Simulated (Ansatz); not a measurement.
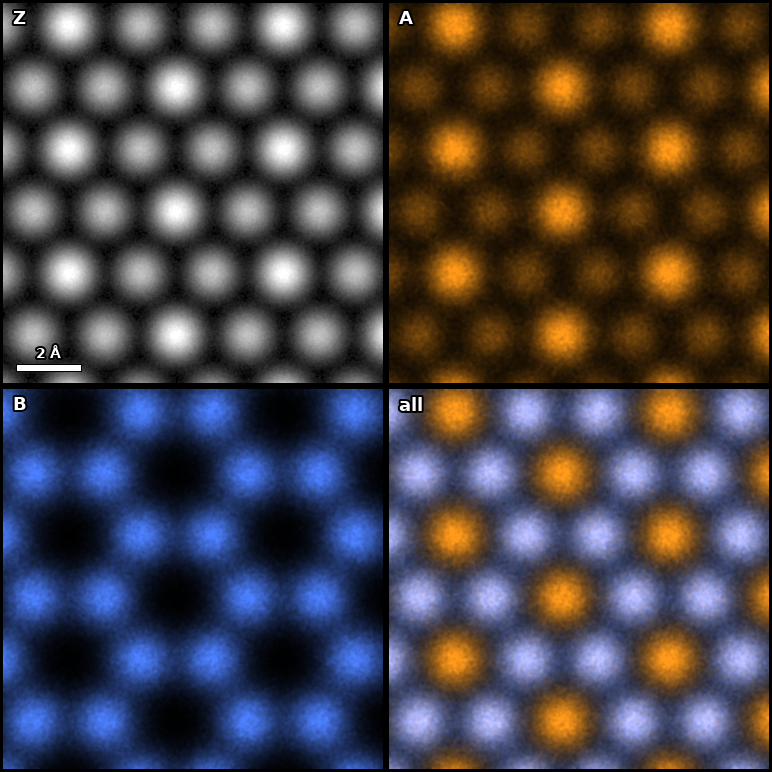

SiNi2 (P6_3/mmc, No. 194) along [001]. Panel Z: Simulation: incoherent imaging, intensity Z^1.7 per atom, probe width 1.12 Å, thin sample. The probe carries 15 % of its weight in a tail 2.5 times as wide. The display is stretched by a gamma of 0.65; percentages refer to the linear signal. Shot noise was added. The other panels are simulated element maps (the number of atoms of one element along the beam, blurred by 1.5 Å, with counting noise; each on its own scale, no channelling); the last overlays them. Atomic positions: coordinates from a relaxation with DFT PBE, scalar-relativistic, plane waves, PAW (Ansatz 0.2.0).

```xyz
6
Lattice="3.9119 0.0000 0.0000 -1.9560 3.3878 0.0000 0.0000 0.0000 4.9915" Properties=species:S:1:pos:R:3 pbc="T T T"
Si    0.0000    2.2586    3.7436
Si    1.9560    1.1293    1.2479
Ni    0.0000    0.0000    0.0000
Ni    0.0000    0.0000    2.4957
Ni    0.0000    2.2586    1.2479
Ni    1.9560    1.1293    3.7436
```

**Which element does each lettered map show?**

A: Ni, B: Si. The projected cell (3.91 × 3.91 Å, 120°) holds 3 columns: 2 of Ni + Si and 1 of Ni. Columns shared by several elements: Ni + Si.
